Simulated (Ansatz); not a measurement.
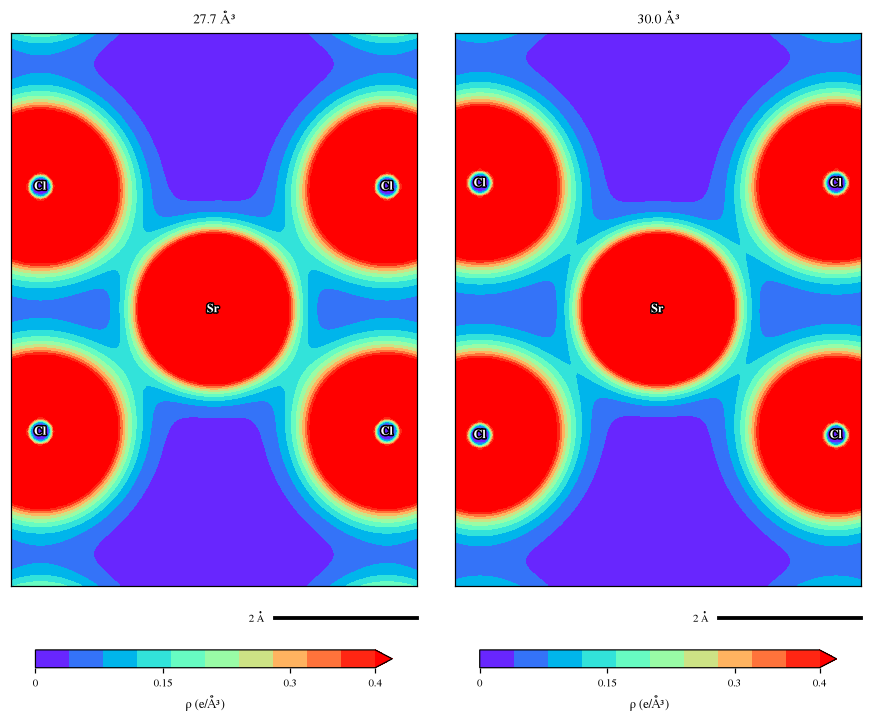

SrCl2. The valence electron density of cells scaled evenly to different volumes (given per atom above each panel), on the (011̄) plane of each (indices in the axes of the cell below), at one length scale and on one colour scale.

Method: DFT PBE, scalar-relativistic, plane waves, PAW (Ansatz).

Core electrons are frozen (PAW), and the valence fields are smoothed inside the atomic spheres.

The largest cell:

```
Sr Cl
1.0
     0.00000    3.55638    3.55638
     3.55638    0.00000    3.55638
     3.55638    3.55638    0.00000
Sr Cl
1 2
Direct
  0.00000 0.00000 0.00000
  0.25000 0.25000 0.25000
  0.75000 0.75000 0.75000
```

| volume (Å³/atom) | Sr–Cl contact in the plane (Å) | ρ at its midpoint (e/Å³) | pressure (GPa) | gap on the mesh (eV) | 
| --- | --- | --- | --- | --- |
| 27.66 | 2.998 | 0.147 | 1.9 | 5.43 | 
| 28.59 | 3.031 | ? | ? | ? | 
| 29.99 | 3.080 | 0.126 | −1.0 | 5.12 | 

### What values belong in the row with question marks?

Over the known rows ln ρ falls by 1.88 per Å of Sr–Cl distance (the line through the two), which gives 0.138 e/Å³ at 3.031 Å; the calculation gives 0.138 e/Å³. For the pressure, a straight line in volume between the neighbouring rows gives 0.7 GPa; the calculation gives 0.6. For the gap on the mesh, a straight line in volume between the neighbouring rows gives 5.31 eV; the calculation gives 5.30.
